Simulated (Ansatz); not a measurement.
# Ru(0001) with 2 layers of random Ru-Pd, 2x2: scattering by chemical disorder, part 2 of 2

How strongly does chemical disorder scatter in Ru(0001) with 2 layers of random Ru-Pd, 2x2?

Ansatz 0.2.0; Ansatz plane-wave DFT, PBE, PAW files; ballistic transport by layer matching (Landauer), zero bias; PAW set soft_1.

So far. Step 2 (With 2 alloy layers): Over the solved energies the transmission per spin lies between 2.73 and 2.85, out of 5.41 channels of the lead on average (up to 5.8). The log calls the step of a lead's potential too much.

## 3. With 6 alloy layers

System of this step: Ru(0001) with 6 layers of random Ru-Pd, 2x2. The cell holds 64 atoms: 46 Ru and 18 Pd. Its edges and angles: a = 5.412 Å, b = 5.412 Å, c = 34.255 Å, α = 90.0°, β = 90.0°, γ = 120.0°. It derives from Ru. Regions: lead, 40 atoms (40 Ru); scattering region, 24 atoms (6 Ru and 18 Pd). The structure is stacked along c, and the current runs across the ab planes.

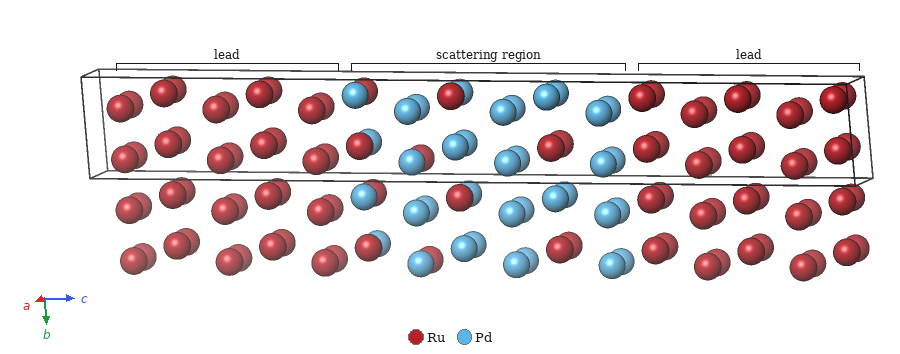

The cell of this step (ruthenium red, palladium blue). 1×2×1 cells are drawn.

Input file input.yaml:

```yaml
crystal:
  lattice:
    - [5.4116, 0.0, 0.0]
    - [-2.7058, 4.6865830751, 0.0]
    - [0.0, 0.0, 34.2552]
  atoms:
    - { symbol: Ru, position: [0.1666666667, 0.3333333333, 0.03125] }
    - { symbol: Ru, position: [0.1666666667, 0.8333333333, 0.03125] }
    - { symbol: Ru, position: [0.6666666667, 0.3333333333, 0.03125] }
    - { symbol: Ru, position: [0.6666666667, 0.8333333333, 0.03125] }
    - { symbol: Ru, position: [0.3333333333, 0.1666666667, 0.09375] }
    - { symbol: Ru, position: [0.3333333333, 0.6666666667, 0.09375] }
    - { symbol: Ru, position: [0.8333333333, 0.1666666667, 0.09375] }
    - { symbol: Ru, position: [0.8333333333, 0.6666666667, 0.09375] }
    - { symbol: Ru, position: [0.1666666667, 0.3333333333, 0.15625] }
    - { symbol: Ru, position: [0.1666666667, 0.8333333333, 0.15625] }
    - { symbol: Ru, position: [0.6666666667, 0.3333333333, 0.15625] }
    - { symbol: Ru, position: [0.6666666667, 0.8333333333, 0.15625] }
    - { symbol: Ru, position: [0.3333333333, 0.1666666667, 0.21875] }
    - { symbol: Ru, position: [0.3333333333, 0.6666666667, 0.21875] }
    - { symbol: Ru, position: [0.8333333333, 0.1666666667, 0.21875] }
    - { symbol: Ru, position: [0.8333333333, 0.6666666667, 0.21875] }
    - { symbol: Ru, position: [0.1666666667, 0.3333333333, 0.28125] }
    - { symbol: Ru, position: [0.1666666667, 0.8333333333, 0.28125] }
    - { symbol: Ru, position: [0.6666666667, 0.3333333333, 0.28125] }
    - { symbol: Ru, position: [0.6666666667, 0.8333333333, 0.28125] }
    - { symbol: Ru, position: [0.3333333333, 0.1666666667, 0.34375] }
    - { symbol: Pd, position: [0.3333333333, 0.6666666667, 0.34375] }
    - { symbol: Pd, position: [0.8333333333, 0.1666666667, 0.34375] }
    - { symbol: Ru, position: [0.8333333333, 0.6666666667, 0.34375] }
    - { symbol: Pd, position: [0.1666666667, 0.3333333333, 0.40625] }
    - { symbol: Ru, position: [0.1666666667, 0.8333333333, 0.40625] }
    - { symbol: Pd, position: [0.6666666667, 0.3333333333, 0.40625] }
    - { symbol: Pd, position: [0.6666666667, 0.8333333333, 0.40625] }
    - { symbol: Pd, position: [0.3333333333, 0.1666666667, 0.46875] }
    - { symbol: Pd, position: [0.3333333333, 0.6666666667, 0.46875] }
    - { symbol: Ru, position: [0.8333333333, 0.1666666667, 0.46875] }
    - { symbol: Pd, position: [0.8333333333, 0.6666666667, 0.46875] }
    - { symbol: Pd, position: [0.1666666667, 0.3333333333, 0.53125] }
    - { symbol: Pd, position: [0.1666666667, 0.8333333333, 0.53125] }
    - { symbol: Pd, position: [0.6666666667, 0.3333333333, 0.53125] }
    - { symbol: Pd, position: [0.6666666667, 0.8333333333, 0.53125] }
    - { symbol: Pd, position: [0.3333333333, 0.1666666667, 0.59375] }
    - { symbol: Ru, position: [0.3333333333, 0.6666666667, 0.59375] }
    - { symbol: Pd, position: [0.8333333333, 0.1666666667, 0.59375] }
    - { symbol: Ru, position: [0.8333333333, 0.6666666667, 0.59375] }
    - { symbol: Pd, position: [0.1666666667, 0.3333333333, 0.65625] }
    - { symbol: Pd, position: [0.1666666667, 0.8333333333, 0.65625] }
    - { symbol: Pd, position: [0.6666666667, 0.3333333333, 0.65625] }
    - { symbol: Pd, position: [0.6666666667, 0.8333333333, 0.65625] }
    - { symbol: Ru, position: [0.3333333333, 0.1666666667, 0.71875] }
    - { symbol: Ru, position: [0.3333333333, 0.6666666667, 0.71875] }
    - { symbol: Ru, position: [0.8333333333, 0.1666666667, 0.71875] }
    - { symbol: Ru, position: [0.8333333333, 0.6666666667, 0.71875] }
    - { symbol: Ru, position: [0.1666666667, 0.3333333333, 0.78125] }
    - { symbol: Ru, position: [0.1666666667, 0.8333333333, 0.78125] }
    - { symbol: Ru, position: [0.6666666667, 0.3333333333, 0.78125] }
    - { symbol: Ru, position: [0.6666666667, 0.8333333333, 0.78125] }
    - { symbol: Ru, position: [0.3333333333, 0.1666666667, 0.84375] }
    - { symbol: Ru, position: [0.3333333333, 0.6666666667, 0.84375] }
    - { symbol: Ru, position: [0.8333333333, 0.1666666667, 0.84375] }
    - { symbol: Ru, position: [0.8333333333, 0.6666666667, 0.84375] }
    - { symbol: Ru, position: [0.1666666667, 0.3333333333, 0.90625] }
    - { symbol: Ru, position: [0.1666666667, 0.8333333333, 0.90625] }
    - { symbol: Ru, position: [0.6666666667, 0.3333333333, 0.90625] }
    - { symbol: Ru, position: [0.6666666667, 0.8333333333, 0.90625] }
    - { symbol: Ru, position: [0.3333333333, 0.1666666667, 0.96875] }
    - { symbol: Ru, position: [0.3333333333, 0.6666666667, 0.96875] }
    - { symbol: Ru, position: [0.8333333333, 0.1666666667, 0.96875] }
    - { symbol: Ru, position: [0.8333333333, 0.6666666667, 0.96875] }
kpoints:
  mp_grid: { grid: [5, 5, 1] }
hamiltonian:
  xc: pbe
  pseudopotentials: { kind: paw, azcp: { folder: soft_1 } }
scf:
  occupations: { method: fermi_dirac, width: 0.1 }
output:
  transmission:
    leads: [[0, 8]]
    kmesh: [10, 10]
    e_range: [-0.05, 0.05]
    de: 0.05
  write_potential: true
  write_density: true
  volumetric_format: npy
```

Started as:

```bash
$ ansatz run input.yaml --threads 4 --pin off --max-ram 15360MiB --backend cpu --events-out ev --progress --plain --runs-dir out
```

Numbers of over 12 decimals in the logs are rounded to 6 here.

The log of the run:

```text
[...]
Crystal: 64 atoms, lattice volume = 868.777 Å³
Basis set: ecut = 420 eV, 16909 PW (Γ)
Bands: 636, of which v1, the nominal top of the filled ones, is band 530 counted from 1 (529 counted from 0)
Symmetry: 1 space group operations
[...]
k-points: 13 of 25 (time reversal used)
[...]
SCF iter   1: F=—  HF=-396074.587024 eV  |F-HF|=—  |Δ(HF+E_count)|=         —  Δρ=3.01e-1  dr2=3.14e4  ethr=3.10e-3  ⟨swp⟩=5.0  Hψ=31482  notcnv=0  defer=149
[...]
SCF iter  13: F=-395927.960494 eV  HF=-395927.960494 eV  |F-HF|=1.76e-8  |Δ(HF+E_count)|=   2.04e-9  Δρ=3.93e-7  dr2=1.82e-8  ethr=9.43e-12  ⟨swp⟩=2.0  Hψ=15028  notcnv=0
SCF 1 converged in 13 iterations: F = -395927.960494 eV  dr2 = 1.82e-8
[...]
transmission: 324 of 3224 steps passed
transmission: 646 of 3224 steps passed
[...]
transmission: 3224 of 3224 steps passed
SCF converged after 13 iterations
Free energy (F): -395927.960494 eV
[...]
Internal energy: -395925.602436 eV  (E = F + TS)
E sigma→0 (E₀):  -395926.781465 eV
Entropy (-TS):   -2.358058 eV (-36.845 meV/atom)
Fermi energy:    23.062638 eV
[...]
--- Band table (eV; the first three rows and the last of 13) ---
  k-point 0: bands = [... 526 lower, 23.5509, 23.5746, 23.5996, 23.6172, 23.6869, 23.6935, 23.7482, 23.7671, ... 102 higher]
  k-point 1: bands = [... 526 lower, 23.2927, 23.3101, 23.3472, 23.3578, 23.3824, 23.4180, 23.4409, 23.4843, ... 102 higher]
  k-point 2: bands = [... 526 lower, 22.8340, 22.8386, 22.8723, 22.8906, 22.9335, 22.9579, 22.9816, 23.0028, ... 102 higher]
  k-point 12: bands = [... 526 lower, 22.9195, 22.9696, 22.9748, 23.0097, 23.0200, 23.0480, 23.0542, 23.1146, ... 102 higher]
--- Transmission ---
  basis      : 223 plane waves across, 62 finite elements along
  points     : 52, standing for a mesh of 10 x 10
[...]
channels       : 5.280000e0 a spin
[...]
junction   : crystal 0 to crystal 0, 0.70 to 30.67 Å
    transmission   : 1.774872e0 a spin
[...]
```

Run time: 9.7 min. Hardware: 4 threads of Intel Xeon Platinum 8488C (Sapphire Rapids), shared host; peak memory 11 GiB; 36 min of CPU time.

This step gave:

| Item | Value |
| --- | --- |
| free energy | -395927.9605 eV |
| energy at zero smearing | -395926.7815 eV |
| Fermi energy | 23.06 eV |
| transmission per spin nearest the Fermi level | 1.775 |
| step of the lead's potential | 19.8 meV |

Per spin. Transmission, zone mean against energy, zero at the Fermi level:

```tsv
energy (eV)	transmission, zone mean
-0.0500	1.77
0.0000	1.77
0.0500	1.86
```

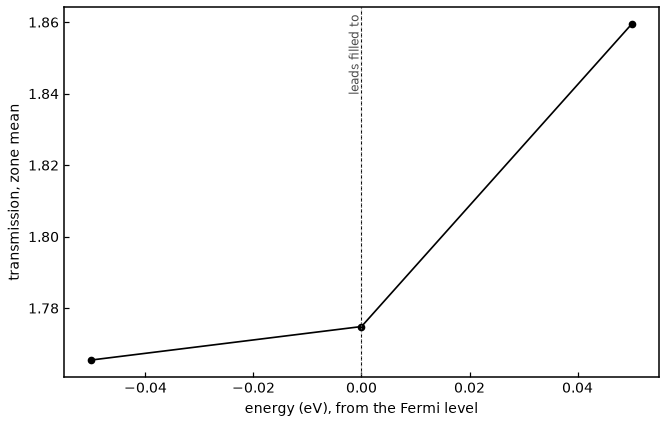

Transmission, zone mean against energy.

Over the solved energies the transmission per spin lies between 1.77 and 1.86, out of 5.44 channels of the lead on average (up to 5.88).

## 4. With 10 alloy layers

System of this step: Ru(0001) with 10 layers of random Ru-Pd, 2x2. The cell holds 80 atoms: 50 Ru and 30 Pd. Cell: a = 5.412 Å, b = 5.412 Å, c = 42.819 Å, α = 90.0°, β = 90.0°, γ = 120.0°. It derives from Ru. Regions: lead, 40 atoms (40 Ru); scattering region, 40 atoms (30 Pd and 10 Ru). The structure is stacked along c, and the current runs across the ab planes.

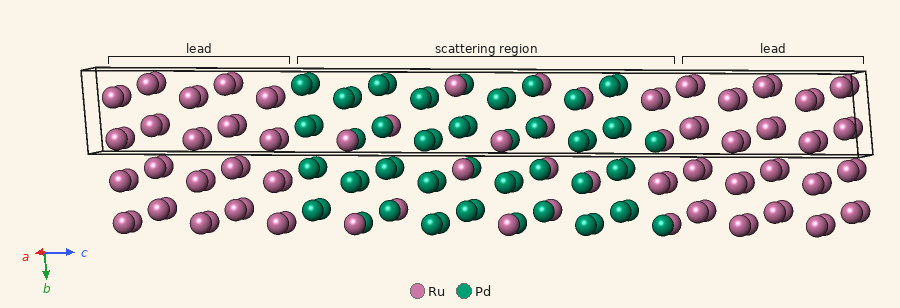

The cell of this step (ruthenium pink, palladium teal). 1×2×1 cells are drawn.

Input file input.yaml:

```yaml
crystal:
  lattice:
    - [5.4116, 0.0, 0.0]
    - [-2.7058, 4.6865830751, 0.0]
    - [0.0, 0.0, 42.819]
  atoms:
    - { symbol: Ru, position: [0.1666666667, 0.3333333333, 0.025] }
    - { symbol: Ru, position: [0.1666666667, 0.8333333333, 0.025] }
    - { symbol: Ru, position: [0.6666666667, 0.3333333333, 0.025] }
    - { symbol: Ru, position: [0.6666666667, 0.8333333333, 0.025] }
    - { symbol: Ru, position: [0.3333333333, 0.1666666667, 0.075] }
    - { symbol: Ru, position: [0.3333333333, 0.6666666667, 0.075] }
    - { symbol: Ru, position: [0.8333333333, 0.1666666667, 0.075] }
    - { symbol: Ru, position: [0.8333333333, 0.6666666667, 0.075] }
    - { symbol: Ru, position: [0.1666666667, 0.3333333333, 0.125] }
    - { symbol: Ru, position: [0.1666666667, 0.8333333333, 0.125] }
    - { symbol: Ru, position: [0.6666666667, 0.3333333333, 0.125] }
    - { symbol: Ru, position: [0.6666666667, 0.8333333333, 0.125] }
    - { symbol: Ru, position: [0.3333333333, 0.1666666667, 0.175] }
    - { symbol: Ru, position: [0.3333333333, 0.6666666667, 0.175] }
    - { symbol: Ru, position: [0.8333333333, 0.1666666667, 0.175] }
    - { symbol: Ru, position: [0.8333333333, 0.6666666667, 0.175] }
    - { symbol: Ru, position: [0.1666666667, 0.3333333333, 0.225] }
    - { symbol: Ru, position: [0.1666666667, 0.8333333333, 0.225] }
    - { symbol: Ru, position: [0.6666666667, 0.3333333333, 0.225] }
    - { symbol: Ru, position: [0.6666666667, 0.8333333333, 0.225] }
    - { symbol: Pd, position: [0.3333333333, 0.1666666667, 0.275] }
    - { symbol: Pd, position: [0.3333333333, 0.6666666667, 0.275] }
    - { symbol: Pd, position: [0.8333333333, 0.1666666667, 0.275] }
    - { symbol: Pd, position: [0.8333333333, 0.6666666667, 0.275] }
    - { symbol: Pd, position: [0.1666666667, 0.3333333333, 0.325] }
    - { symbol: Pd, position: [0.1666666667, 0.8333333333, 0.325] }
    - { symbol: Pd, position: [0.6666666667, 0.3333333333, 0.325] }
    - { symbol: Ru, position: [0.6666666667, 0.8333333333, 0.325] }
    - { symbol: Pd, position: [0.3333333333, 0.1666666667, 0.375] }
    - { symbol: Ru, position: [0.3333333333, 0.6666666667, 0.375] }
    - { symbol: Pd, position: [0.8333333333, 0.1666666667, 0.375] }
    - { symbol: Pd, position: [0.8333333333, 0.6666666667, 0.375] }
    - { symbol: Pd, position: [0.1666666667, 0.3333333333, 0.425] }
    - { symbol: Pd, position: [0.1666666667, 0.8333333333, 0.425] }
    - { symbol: Pd, position: [0.6666666667, 0.3333333333, 0.425] }
    - { symbol: Pd, position: [0.6666666667, 0.8333333333, 0.425] }
    - { symbol: Pd, position: [0.3333333333, 0.1666666667, 0.475] }
    - { symbol: Pd, position: [0.3333333333, 0.6666666667, 0.475] }
    - { symbol: Ru, position: [0.8333333333, 0.1666666667, 0.475] }
    - { symbol: Pd, position: [0.8333333333, 0.6666666667, 0.475] }
    - { symbol: Pd, position: [0.1666666667, 0.3333333333, 0.525] }
    - { symbol: Pd, position: [0.1666666667, 0.8333333333, 0.525] }
    - { symbol: Pd, position: [0.6666666667, 0.3333333333, 0.525] }
    - { symbol: Ru, position: [0.6666666667, 0.8333333333, 0.525] }
    - { symbol: Ru, position: [0.3333333333, 0.1666666667, 0.575] }
    - { symbol: Ru, position: [0.3333333333, 0.6666666667, 0.575] }
    - { symbol: Pd, position: [0.8333333333, 0.1666666667, 0.575] }
    - { symbol: Pd, position: [0.8333333333, 0.6666666667, 0.575] }
    - { symbol: Ru, position: [0.1666666667, 0.3333333333, 0.625] }
    - { symbol: Pd, position: [0.1666666667, 0.8333333333, 0.625] }
    - { symbol: Pd, position: [0.6666666667, 0.3333333333, 0.625] }
    - { symbol: Pd, position: [0.6666666667, 0.8333333333, 0.625] }
    - { symbol: Pd, position: [0.3333333333, 0.1666666667, 0.675] }
    - { symbol: Pd, position: [0.3333333333, 0.6666666667, 0.675] }
    - { symbol: Pd, position: [0.8333333333, 0.1666666667, 0.675] }
    - { symbol: Pd, position: [0.8333333333, 0.6666666667, 0.675] }
    - { symbol: Ru, position: [0.1666666667, 0.3333333333, 0.725] }
    - { symbol: Ru, position: [0.1666666667, 0.8333333333, 0.725] }
    - { symbol: Ru, position: [0.6666666667, 0.3333333333, 0.725] }
    - { symbol: Pd, position: [0.6666666667, 0.8333333333, 0.725] }
    - { symbol: Ru, position: [0.3333333333, 0.1666666667, 0.775] }
    - { symbol: Ru, position: [0.3333333333, 0.6666666667, 0.775] }
    - { symbol: Ru, position: [0.8333333333, 0.1666666667, 0.775] }
    - { symbol: Ru, position: [0.8333333333, 0.6666666667, 0.775] }
    - { symbol: Ru, position: [0.1666666667, 0.3333333333, 0.825] }
    - { symbol: Ru, position: [0.1666666667, 0.8333333333, 0.825] }
    - { symbol: Ru, position: [0.6666666667, 0.3333333333, 0.825] }
    - { symbol: Ru, position: [0.6666666667, 0.8333333333, 0.825] }
    - { symbol: Ru, position: [0.3333333333, 0.1666666667, 0.875] }
    - { symbol: Ru, position: [0.3333333333, 0.6666666667, 0.875] }
    - { symbol: Ru, position: [0.8333333333, 0.1666666667, 0.875] }
    - { symbol: Ru, position: [0.8333333333, 0.6666666667, 0.875] }
    - { symbol: Ru, position: [0.1666666667, 0.3333333333, 0.925] }
    - { symbol: Ru, position: [0.1666666667, 0.8333333333, 0.925] }
    - { symbol: Ru, position: [0.6666666667, 0.3333333333, 0.925] }
    - { symbol: Ru, position: [0.6666666667, 0.8333333333, 0.925] }
    - { symbol: Ru, position: [0.3333333333, 0.1666666667, 0.975] }
    - { symbol: Ru, position: [0.3333333333, 0.6666666667, 0.975] }
    - { symbol: Ru, position: [0.8333333333, 0.1666666667, 0.975] }
    - { symbol: Ru, position: [0.8333333333, 0.6666666667, 0.975] }
kpoints:
  mp_grid: { grid: [5, 5, 1] }
hamiltonian:
  xc: pbe
  pseudopotentials: { kind: paw, azcp: { folder: soft_1 } }
scf:
  occupations: { method: fermi_dirac, width: 0.1 }
output:
  transmission:
    leads: [[0, 8]]
    kmesh: [10, 10]
    e_range: [-0.05, 0.05]
    de: 0.05
  write_potential: true
  write_density: true
  volumetric_format: npy
```

The log of the run:

```text
[...]
Crystal: 80 atoms, lattice volume = 1085.972 Å³
Basis set: ecut = 420 eV, 21185 PW (Γ)
Bands: 804, of which v1, the nominal top of the filled ones, is band 670 counted from 1 (669 counted from 0)
Symmetry: 1 space group operations
[...]
k-points: 13 of 25 (time reversal used)
[...]
SCF iter   1: F=—  HF=-503329.432787 eV  |F-HF|=—  |Δ(HF+E_count)|=         —  Δρ=3.37e-1  dr2=8.50e4  ethr=3.10e-3  ⟨swp⟩=5.0  Hψ=39660  notcnv=0  defer=248
[...]
SCF iter  14: F=-503114.864326 eV  HF=-503114.864326 eV  |F-HF|=6.64e-9  |Δ(HF+E_count)|=  5.82e-10  Δρ=1.73e-7  dr2=6.61e-9  ethr=7.46e-12  ⟨swp⟩=7.8  Hψ=21320  notcnv=0
SCF 1 converged in 14 iterations: F = -503114.864326 eV  dr2 = 6.61e-9
[...]
transmission: 412 of 4108 steps passed
transmission: 822 of 4108 steps passed
[...]
transmission: 4108 of 4108 steps passed
SCF converged after 14 iterations
Free energy (F): -503114.864326 eV
[...]
Internal energy: -503111.820808 eV  (E = F + TS)
E sigma→0 (E₀):  -503113.342567 eV
Entropy (-TS):   -3.043517 eV (-38.044 meV/atom)
Fermi energy:    22.944926 eV
[...]
--- Band table (eV; the first three rows and the last of 13) ---
  k-point 0: bands = [... 666 lower, 23.4615, 23.5014, 23.5161, 23.5443, 23.5865, 23.6068, 23.6075, 23.6264, ... 130 higher]
  k-point 1: bands = [... 666 lower, 23.1585, 23.1693, 23.1917, 23.2072, 23.2186, 23.2341, 23.2538, 23.2873, ... 130 higher]
  k-point 2: bands = [... 666 lower, 22.7292, 22.7410, 22.7697, 22.7859, 22.8044, 22.8377, 22.8643, 22.8851, ... 130 higher]
  k-point 12: bands = [... 666 lower, 22.8047, 22.8272, 22.8609, 22.8947, 22.9161, 22.9267, 22.9508, 22.9881, ... 130 higher]
--- Transmission ---
  basis      : 223 plane waves across, 79 finite elements along
  points     : 52, standing for a mesh of 10 x 10
[...]
channels       : 5.280000e0 a spin
[...]
junction   : crystal 0 to crystal 0, 0.70 to 39.24 Å
    transmission   : 1.342657e0 a spin
[...]
```

Run time: 15 min. Hardware: 4 threads; peak memory 9 GiB; 58 min of CPU time.

Numbers from this step:

* free energy: -503114.8643 eV
* energy at zero smearing: -503113.3426 eV
* Fermi energy: 22.94 eV
* transmission per spin nearest the Fermi level: 1.343
* step of the lead's potential: 20.4 meV

Per spin. Table of transmission, zone mean by energy, zero at the Fermi level:

```tsv
energy (eV)	transmission, zone mean
-0.0500	1.43
0.0000	1.34
0.0500	1.38
```

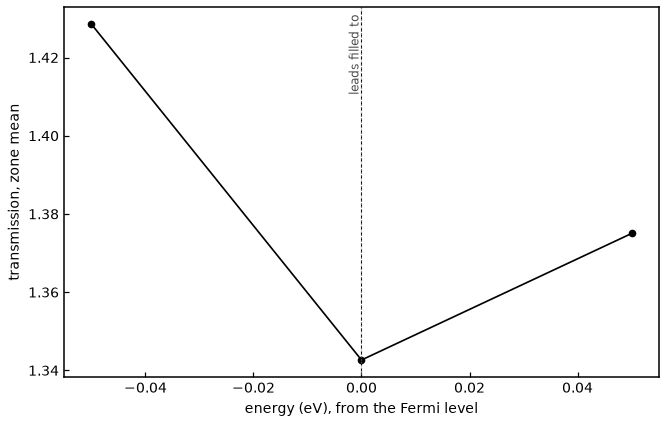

Transmission, zone mean, plotted against energy.

Over the solved energies the transmission per spin lies between 1.34 and 1.43, out of 5.44 channels of the lead on average (up to 5.88).

## 5. Resistance against length

This step: Ansatz plane-wave DFT, PBE, PAW files; ballistic transport by layer matching (Landauer), zero bias; residual resistivity from the slope of the area resistance, atoms on the host's lattice; PAW set soft_1 (Ansatz 0.2.0).

This step gave:

```
resistivity           : 69.86 µΩ cm
intercept             : 0.2871 fΩ m²
scatter about the fit : 0.02284 fΩ m²
```

Resistance, by row:

```tsv
run	length (Å)	T	channels N	RA (fΩ m²)
n2	4.282	2.786	5.413	0.5701
n6	12.85	1.8	5.44	1.217
n10	21.41	1.382	5.44	1.767
```

Area resistance against length of the alloy:

```tsv
length of the alloy (Å)	area resistance (fΩ m²)
4.28	0.570
12.85	1.22
21.41	1.77
```

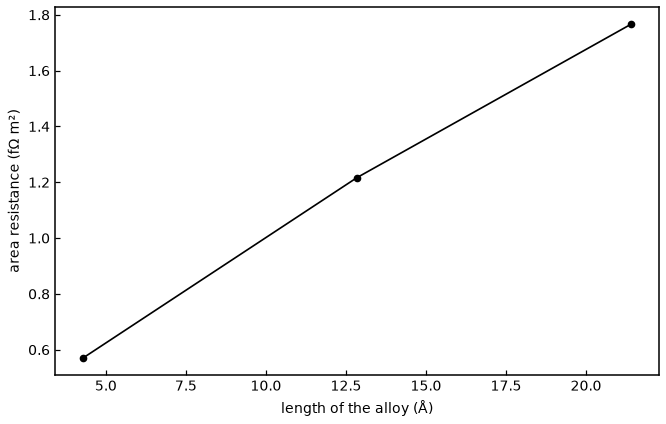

Area resistance, plotted against length of the alloy.

The area resistance goes from 0.57 to 1.8 fΩ m² between 4.3 and 21.4 Å, a slope of 70 µΩ cm.

By hand from the end points: (1.767 − 0.5701) fΩ m² / (21.41 − 4.28) Å = 70 µΩ cm, since 1 fΩ m² per Å is 1000 µΩ cm.

## 6. Results

| Quantity | Value |
| --- | --- |
| resistivity from the slope | 69.9 µΩ cm |
| area resistance over 4.28 Å | 0.570 fΩ m² |
| area resistance over 12.8 Å | 1.22 fΩ m² |
| area resistance over 21.4 Å | 1.77 fΩ m² |

In words: The slope gives 70 µΩ cm. The points scatter by 0.023 fΩ m² about the line, with one random draw a length in a 2x2 cell, so the slope is a rough value. Read with a model of isotropic scattering on a spherical Fermi surface and the lead's 1.7×10¹⁵ S/m², this slope means a mean free path near 6.5 Å (a rough figure, since the alloy's own channel count differs); over these lengths the model's slope is within 3 % of its bulk resistivity. The atoms sit on the host's lattice, so scattering by size misfit is left out. With 75 % of Pd, whose own structure is another, this is a hypothetical phase. A lead's potential steps by up to 32 meV from period to period, which the log calls too much, so longer leads could move the result.

[Logs are printed without paths, hosts, clocks, repeated set-up lines and the standing remarks that a program may print on its own settings, such as how far it seeks lower states.]

[Hosts, paths, dates, database ids (printed as entryN), source tags and the programs' standing remarks are cut or masked in the printed files.]
